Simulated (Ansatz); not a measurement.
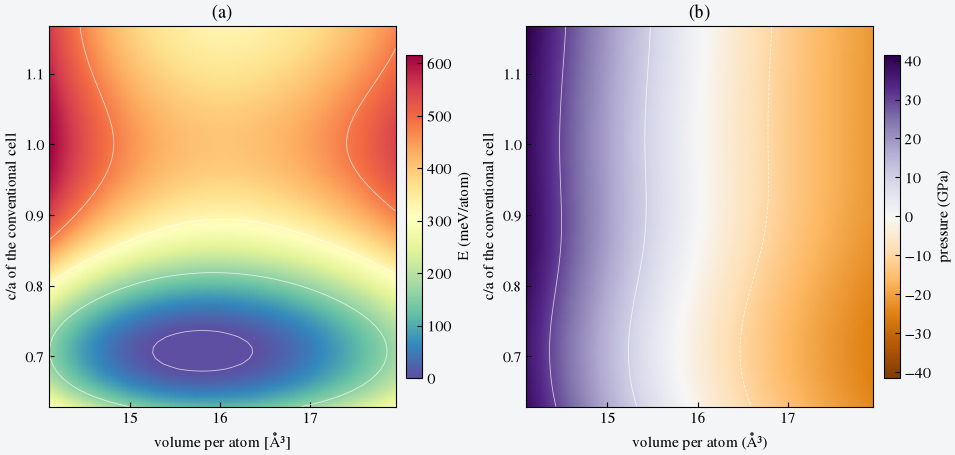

Mo (Fm-3m, No. 225; 1 atom in the cell). The energy is mapped over volume and the cell's shape. First axis: volume per atom. Second axis: c/a of the conventional cell. Nothing is relaxed (symmetry fixes all fractional coordinates). The scan uses a 7 × 9 grid. Points are written as (first, second). Energies: meV/atom, counted from the lowest grid point. All numbers below come from DFT PBE, scalar-relativistic, plane waves, PAW (Ansatz 0.2.0). Settings: cutoff 420 eV, k-mesh 22×22×22, gaussian smearing 0.15 eV, no spin polarisation.

Panel (a) is the energy; panel (b) is the computed pressure, in GPa.

The picture shows a smooth colour map with a few white contour lines. Between grid points the surface is interpolated.

Question: How does the pressure vary over the map, and what is it at the lowest grid point?

Answer: It runs from −25 GPa at (17.95 Å³, 0.734) to 41 GPa at (14.10 Å³, 1.167). At the lowest grid point, (16.02 Å³, 0.734), it is −4 GPa. The pressure is minus the slope of the energy with volume, so it vanishes at the true minimum, which need not be a grid point.

| c/a of the conventional cell ↓, volume per atom → | 14.10 | 14.74 | 15.38 | 16.02 | 16.67 | 17.31 | 17.95 |
| --- | --- | --- | --- | --- | --- | --- | --- |
| 1.167 | 41 | 25 | 12 | 1 | −8 | −15 | −21 |
| 1.080 | 40 | 24 | 11 | 0 | −8 | −16 | −21 |
| 1.000 | 40 | 24 | 11 | 0 | −9 | −16 | −21 |
| 0.926 | 40 | 24 | 11 | 0 | −9 | −16 | −21 |
| 0.857 | 40 | 24 | 10 | −1 | −9 | −17 | −22 |
| 0.793 | 39 | 22 | 9 | −2 | −11 | −18 | −24 |
| 0.734 | 37 | 21 | 7 | −4 | −12 | −19 | −25 |
| 0.680 | 37 | 21 | 7 | −4 | −12 | −19 | −25 |
| 0.629 | 39 | 22 | 9 | −2 | −11 | −18 | −24 |
